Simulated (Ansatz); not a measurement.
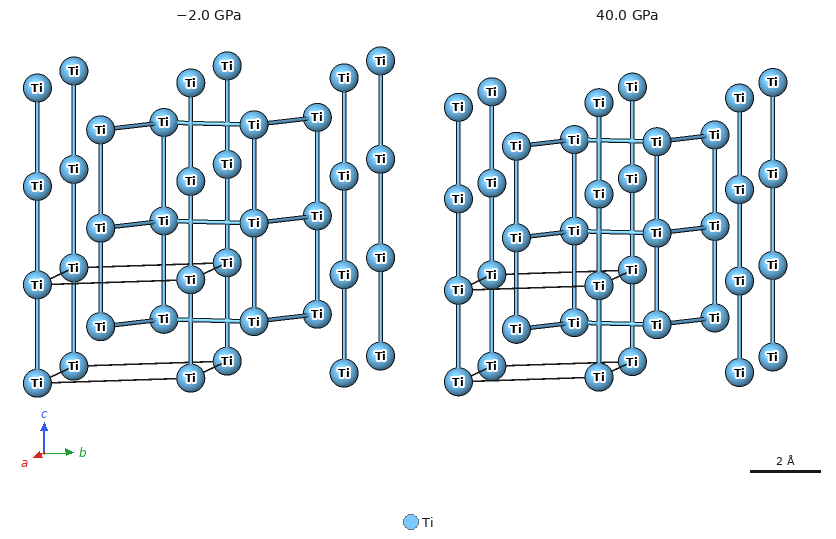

Solid Ti (set up in P6/mmm), relaxed (cell and atoms) at several target pressures. The picture shows the first and the last member. The picture is a ball-and-stick view of the cell of the calculation, repeated 1 × 2 × 3 with one cell outlined, seen slightly off an axis.

Computed with Ansatz 0.2.0: DFT r2SCAN, scalar-relativistic, plane waves, PAW. (plane-wave cutoff 500 eV; k-point mesh 12 × 12 × 14 at −2.0 to 10.0, 12 × 12 × 16 at 20.0 and 40.0 GPa; occupations gaussian; smearing width 0.1 eV; no spin polarisation; cell and atoms relaxed; force threshold 0.008 eV/Å)

```csv
pressure (GPa),volume (Å³/atom),a (Å),c (Å)
−2.0,17.314,4.596,2.840
0.0,17.014,4.568,2.825
2.0,16.737,4.542,2.811
5.0,16.357,4.505,2.791
10.0,15.796,4.450,2.763
20.0,?,?,?
40.0,13.518,4.212,2.640
```

### One row is withheld. What does the calculation give there?

Murnaghan's form V = V₀(1 + B′P/B₀)^(−1/B′), with V₀ = 17.014 Å³ from the row at zero pressure, fits the other rows with B₀ = 119 GPa and B′ = 3.09 (largest miss 0.007 Å³). At 20.0 GPa it gives 17.014 × (1 + 3.09 × 20.0/119)^(−1/3.09) = 14.860 Å³ per atom. The calculation gives 14.872 Å³/atom (a = 4.356 Å, c = 2.715 Å). The estimate is 0.012 Å³/atom too low. From the first member to the last: Ti–Ti 3.009 → 2.767 Å, Ti–Ti 2.653 → 2.432 Å, Ti–Ti 2.840 → 2.640 Å.

The whole series:

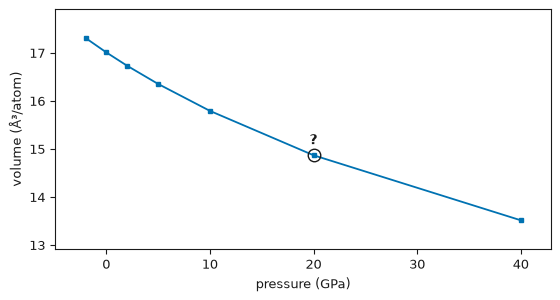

Each member starts from this one structure; whether another phase lies lower wasn't checked.
